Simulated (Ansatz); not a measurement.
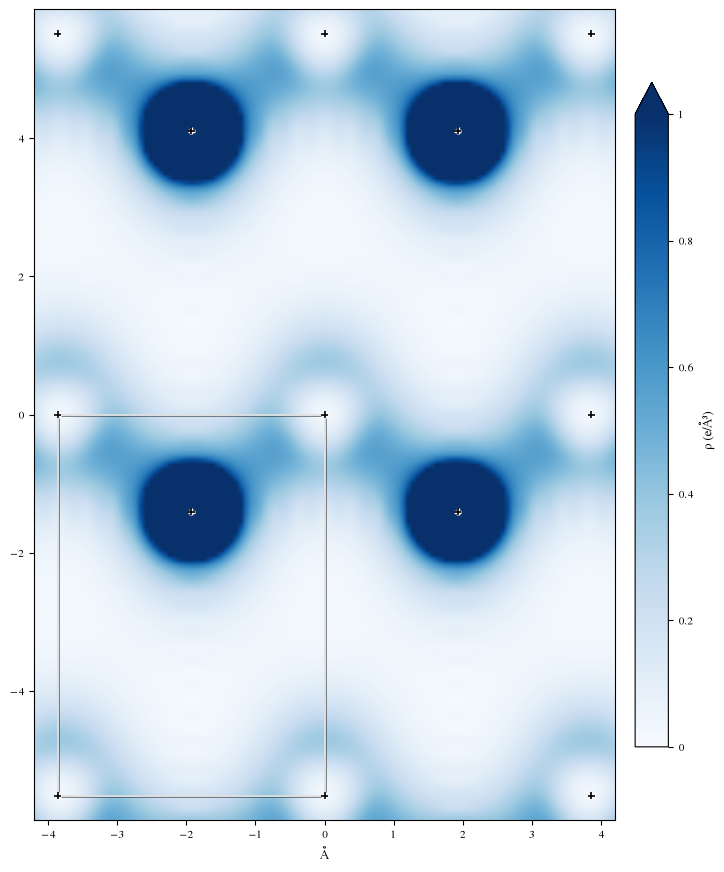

The valence charge density (pseudo) on a plane through atoms (crosses mark nuclei in the plane).

Method: DFT, r2SCAN, plane waves, PAW in Ansatz 0.2.0.

Candidates:
A. CaSe, a = 4.20 Å, b = 4.20 Å, c = 6.13 Å, α = 90.00°, β = 90.00°, γ = 90.00°. Space group I4/mmm; started from the rocksalt prototype, which need not be the ambient phase; changed on purpose from its base cell (uniaxial z strain +3.3%).
B. RbCl, a = 6.61 Å, b = 6.61 Å, c = 6.61 Å, α = 90.00°, β = 90.00°, γ = 90.00°. Space group Fm-3m; started from the rocksalt prototype, which need not be the ambient phase.
C. Si3Ge, a = 3.86 Å, b = 3.86 Å, c = 5.51 Å, α = 90.00°, β = 90.00°, γ = 90.00°. Space group P-4m2; started from the ordered alloy on diamond lattice prototype, which need not be the ambient phase; changed on purpose from its base cell (epitaxial xy strain -0.8%).

Which candidate gave the map?

Candidate C: Si3Ge on the (010) plane of the conventional cell, which holds Si and Ge. Si–Ge (2.39 Å): ρ is about 0.56 e/Å³ halfway.
